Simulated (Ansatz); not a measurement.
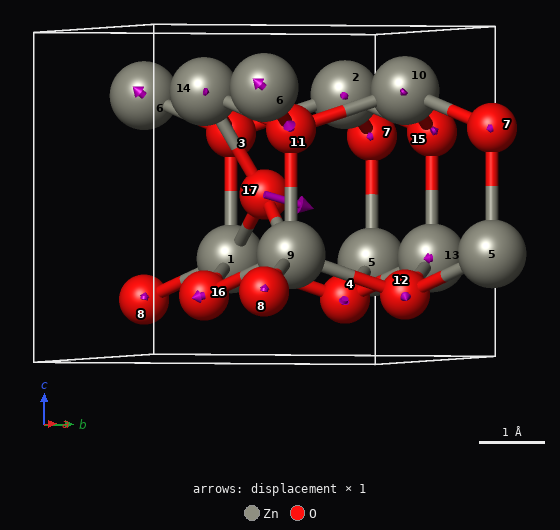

A relaxation of a defect cell of composition Zn₈O₉. The starting structure is drawn; purple arrows show the displacements, at their true length.

Style: ball-and-stick. Shown: the cell of the calculation (origin shifted), from a free direction.

It is an interstitial O in P6_3mc ZnO. The run prepares an end point of a later path (interstitial hop) calculation, from a guessed geometry. The atoms of the start lie slightly off their symmetric places, so part of the fall in energy undoes that.

Level of theory: DFT PBEsol, scalar-relativistic, plane waves, PAW in Ansatz 0.2.0.

Input file:
```yaml
crystal:
  lattice:
    - [-3.219, -5.575472, 0.0]
    - [4.8285, -2.787736, 0.0]
    - [0.0, 0.0, 5.1489]
  atoms:
    - { symbol: Zn, position: [0.5, 0.3333333, 0.0] }
    - { symbol: Zn, position: [0.5, 0.6666667, 0.5] }
    - { symbol: O, position: [0.5, 0.3333333, 0.3816] }
    - { symbol: O, position: [0.5, 0.6666667, 0.8816] }
    - { symbol: Zn, position: [0.25, 0.8333333, 0.0] }
    - { symbol: Zn, position: [0.25, 0.1666667, 0.5] }
    - { symbol: O, position: [0.25, 0.8333333, 0.3816] }
    - { symbol: O, position: [0.25, 0.1666667, 0.8816] }
    - { symbol: Zn, position: [0.0, 0.3333333, 0.0] }
    - { symbol: Zn, position: [0.0, 0.6666667, 0.5] }
    - { symbol: O, position: [0.0, 0.3333333, 0.3816] }
    - { symbol: O, position: [0.0, 0.6666667, 0.8816] }
    - { symbol: Zn, position: [0.75, 0.8333333, 0.0] }
    - { symbol: Zn, position: [0.75, 0.1666667, 0.5] }
    - { symbol: O, position: [0.75, 0.8333333, 0.3816] }
    - { symbol: O, position: [0.75, 0.1666667, 0.8816] }
    - { symbol: O, position: [0.7539215, 0.3420202, 0.1892303], spin: 1.0 }
magnetization:
  spin_polarized: true
basis:
  ecutwfc: 420.0
kpoints:
  mp_grid: { grid: [2, 2, 2] }
hamiltonian:
  xc: pbesol
scf:
  occupations: { method: fermi_dirac, width: 0.05 }
  lower_state_search: "off"
relax:
  f_tol: 0.03
  max_steps: 60
  adjacent_minimum: "off"
output:
  write_density: true
  write_potential: true
  elf: true
  volumetric_format: npy
```

Launched with:
```bash
ansatz run input.yaml --threads 2 --pin off --max-ram 5120MiB --backend cpu --events-out ev --progress --plain --runs-dir out
```

Q: Describe the change and its energy.

A: After 7 geometry steps the energy has fallen by 2.474 eV per cell of the calculation. The largest force component goes from 4 to 0.023 eV/Å. The largest move is that of O17, 0.84 Å along [0 3 −1]. Largest moves by element: O 0.84 Å, Zn 0.23 Å. The lattice vectors keep their values. Among the contacts that change: Zn13–O17 2.908 → 1.945 Å, Zn14–O17 1.875 → 2.485 Å, Zn1–O16 1.956 → 2.059 Å, Zn9–O17 1.861 → 1.949 Å. New bonds form, among them: Zn13–O17 (2.91 → 1.94 Å). Bonds break, among them: Zn14–O17 (1.88 → 2.48 Å). Among the angles between lasting bonds that change: O8–Zn1–O17 151.4° → 175.0°, O4–Zn1–O17 97.8° → 76.3°, O16–Zn1–O17 57.7° → 75.2°. Cost: 56 s on 2 threads of Intel(R) Xeon(R) Platinum 8488C (Sapphire Rapids), on a shared host, peak memory 0.71 GiB.

Limits of the set-up: the k-point mesh is coarse for a cell with partly filled bands; the periodic images lie only 5.1 Å apart, so the values are limited by the cell's size.
